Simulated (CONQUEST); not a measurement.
## HfC: 7 runs along one coordinate

System: HfC (4 atoms in the cell).
Method: Kohn-Sham DFT of a periodic cell, PBEsol, PseudoDojo NC PBEsol, no spin polarisation (CONQUEST 1.3).

The 7 runs differ only in the geometry, by an even scaling of the cell at fixed fractional positions. The structure derives from an entry of the Crystallography Open Database.

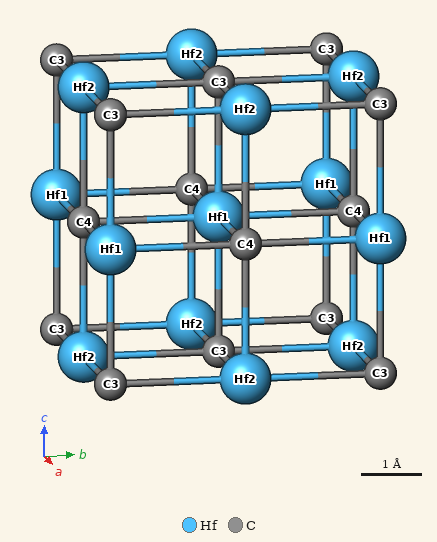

Figure 1. The structure of run 4 (ball-and-stick view of the cell 2 times as large as that of the calculation, set on its symmetry axes, seen slightly off an axis; atoms are numbered from 1 in the order of the input). An atom can appear more than once, as a periodic image.

**Input of run 4**
```
IO.Title HfC
IO.Coordinates coords.dat
IO.FractionalAtomicCoords T
IO.Iprint 2
IO.Iprint_init 1
General.NumberOfSpecies 2
General.PseudopotentialType hamann
AtomMove.TypeOfRun static
AtomMove.FullStress T
Grid.PointsAlongX 32
Grid.PointsAlongY 32
Grid.PointsAlongZ 48
DM.SolutionMethod diagon
Diag.MPMesh T
Diag.GammaCentred T
Diag.MPMeshX 8
Diag.MPMeshY 8
Diag.MPMeshZ 6
Diag.kT 0.00183747
minE.SCTolerance 1e-6
SC.MaxIters 100
IO.AtomChargeOutput T
%block ChemicalSpeciesLabel
1 178.490 Hf
2 12.010 C
%endblock
```

Command:
```bash
OMP_NUM_THREADS=1 Conquest
```

Lattice vectors (Å) and fractional positions of run 4:
```
   3.288047    0.000000    0.000000
   0.000000    3.288047    0.000000
   0.000000    0.000000    4.650000
Hf  0.000000  0.000000  0.500000
Hf  0.500000  0.500000  0.000000
C   0.000000  0.000000  0.000000
C   0.500000  0.500000  0.500000
```

Run 6 has the same physical settings and fractional positions; its lattice vectors (Å) are:
```
   3.331315    0.000000    0.000000
   0.000000    3.331315    0.000000
   0.000000    0.000000    4.711191
```

**Results, with one run withheld**

| run | volume per atom (Å³) | free energy per atom, from the lowest run given (meV) | pressure (GPa) |
| --- | --- | --- | --- |
| 1 | 11.814 | 15.70 | 11.11 |
| 2 | 12.065 | 3.82 | 4.59 |
| 3 | 12.317 | 0.00 | 0.18 |
| 4 | 12.568 | 3.97 | −5.12 |
| 5 | 12.819 | 15.80 | −9.96 |
| 6 | 13.071 | ? | ? |
| 7 | 13.322 | 58.79 | −17.52 |

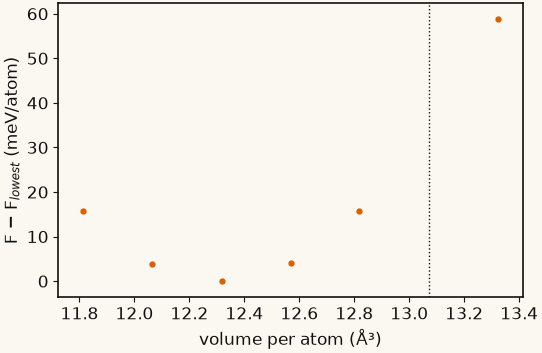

Figure 2. Free energy per atom of the runs given; the dotted line marks run 6.

Estimate the energy of run 6 from the others.

A cubic polynomial in V^(−2/3) (the Birch–Murnaghan form), fitted to the 6 runs given, misses them by at most 0.20 meV per atom. With x = V^(−2/3) − 0.18598 Å⁻², it reads F = 1.6073 − 1981.3 x + 6.1637e+05 x² − 2.8888e+06 x³ (meV per atom). At run 6 it gives 34.06 meV per atom, and the run itself gives 34.05. The slope of the fit gives a pressure −dF/dV of −13.81 GPa there, and the run prints −13.78 GPa. The fit has its minimum at 12.306 Å³ per atom, where V d²F/dV² gives 245 GPa: the bulk modulus at this level, since symmetry fixes the shape and the positions.

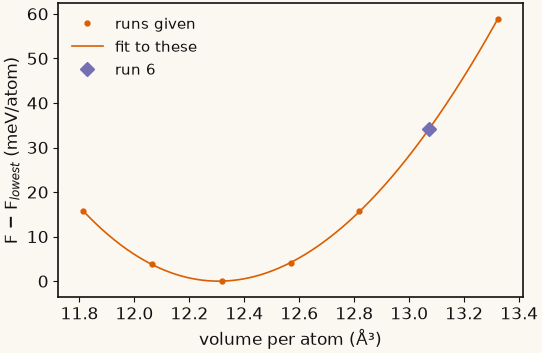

Figure 3. The fit and the withheld run.

**Some lines of the output (run 6)**
```
[...]
          DFT Total Energy                 :      -124.884957937290977 Ha
          Free Energy (E-TS)               :      -124.885651156531964 Ha
          DFT Total Energy                 :      -124.885232921546191 Ha
          Free Energy (E-TS)               :      -124.885471670586199 Ha
          DFT Total Energy                 :      -124.885299407380217 Ha
          Free Energy (E-TS)               :      -124.885454131849272 Ha
          DFT Total Energy                 :      -124.885306583035785 Ha
          Free Energy (E-TS)               :      -124.885453334710022 Ha
          DFT Total Energy                 :      -124.885305962684683 Ha
          Free Energy (E-TS)               :      -124.885453681993638 Ha
          DFT Total Energy                 :      -124.885306306942482 Ha
      | Free Energy as E-TS      =      -124.885453681993638 Ha
      |* DFT total energy        =      -124.885306306942482 Ha
    force: Average pressure:    -13.77850919 GPa
```

Notes: Spin–orbit coupling is left out, which matters for Hf. With a small basis of atomic orbitals these values can differ much from converged plane-wave results.
